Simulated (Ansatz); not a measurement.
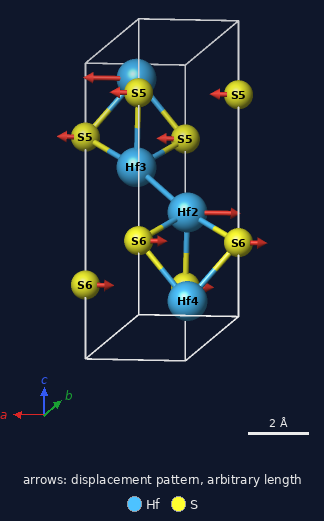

The lowest optical mode of crystalline Hf$_{2}$S, space group P6₃/mmc (No. 194), at the zone centre. The red arrows give the relative displacements of the atoms. Style: ball-and-stick. Shown: the cell of the calculation, from a free direction.

Theory: DFT r2SCAN, scalar-relativistic, plane waves, PAW (Ansatz). (plane-wave cutoff 500 eV; k-point mesh 18 × 18 × 4; occupations gaussian; smearing width 0.15 eV; no spin polarisation)

> Is this crystal at a minimum with respect to the drawn distortion?

Yes: this softest mode has a real frequency, and so have all others here. That speaks for this wave vector alone: the rest of the zone wasn't checked in this run. This is a 4-fold mode (one member of the set is drawn) at 80 cm⁻¹, the lowest optical level. All motion is along a; atoms of one kind move against one another, with no net shift of any sublattice; the kinetic energy is shared as Hf 96 %, S 4 %.
